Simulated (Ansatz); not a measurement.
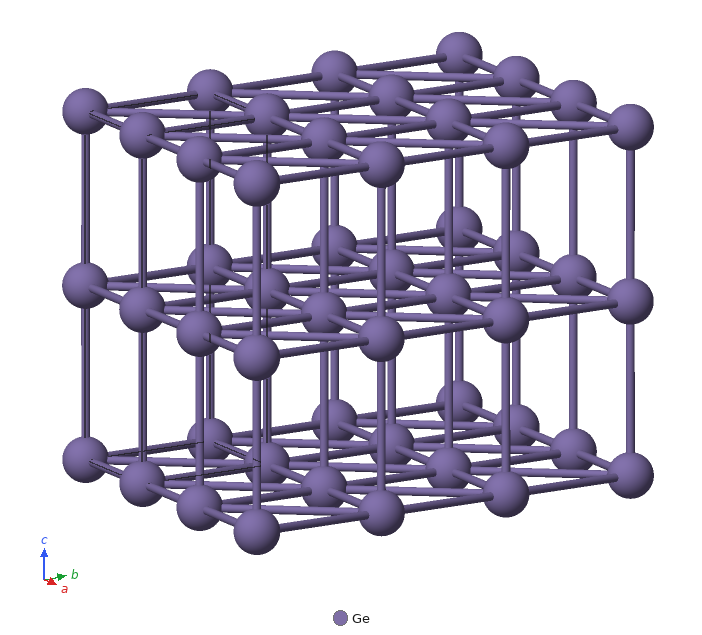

Crystal structure, ball-and-stick style, seen slightly off an axis. The unit cell (solid box) is repeated to 3×3×1 cells. Cell: a = 2.795 Å, b = 2.799 Å, c = 5.299 Å, α = 90.00°, β = 90.00°, γ = 119.95°.

The element is germanium. Within 0.01 Å the space group is P6/mmm (No. 191), primitive hexagonal: simple hexagonal. The cell holds two atoms. Each Ge has eight Ge at about 2.6 to 2.8 Å. The bonds build a three-dimensional framework.

It goes back to a structure listed in the Materials Project. The cell was then strained or its atoms displaced on purpose. An electronic-structure calculation with Ansatz was run on it.
